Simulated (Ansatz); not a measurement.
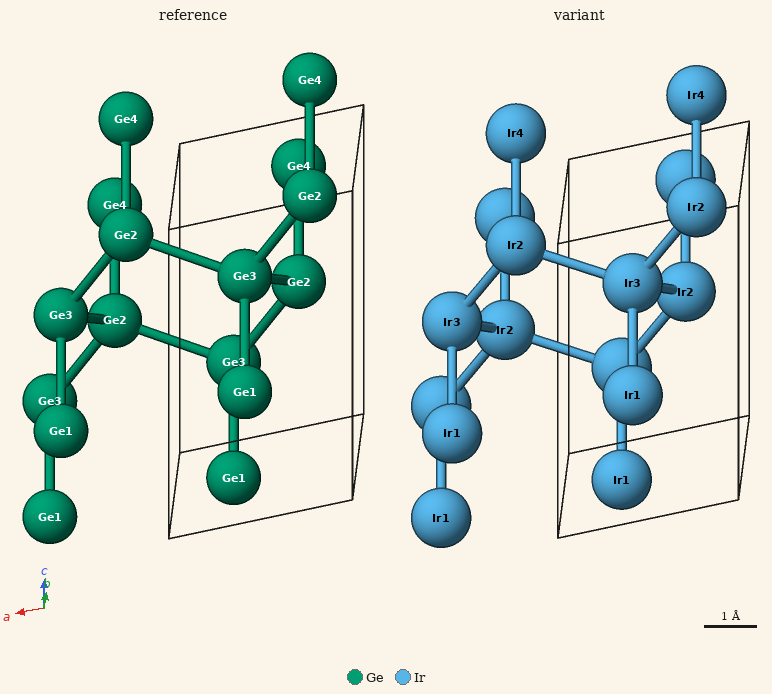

Left: solid Ge (set up in P6_3/mmc). Right: the same structure after one change, at the same scale. The picture is a ball-and-stick view of the cell of the calculation, repeated 2 × 2 × 1 with one cell outlined, seen from a free direction.

The calculation used DFT PBEsol, scalar-relativistic, plane waves, PAW in Ansatz 0.2.0. Set-up: plane-wave cutoff 420 eV; occupations gaussian; smearing width 0.1 eV; no spin polarisation. The k-mesh is chosen for each cell (12×12×6, 12×12×8).

Q: Which change leads from the left to the right?

A: Every germanium atom is replaced by iridium, which gives Ir. Cell and atoms are relaxed again (to zero pressure within 0.1 GPa, forces under 0.01 eV/Å).

Q: And its effect?

A: The volume per atom goes from 22.82 to 20.97 Å³. Cell: a = b 3.997 → 3.927 Å (−1.8 %), c 6.596 → 6.281 Å (−4.8 %). Volume −8.1 %. The space group stays P6_3/mmc (No. 194).
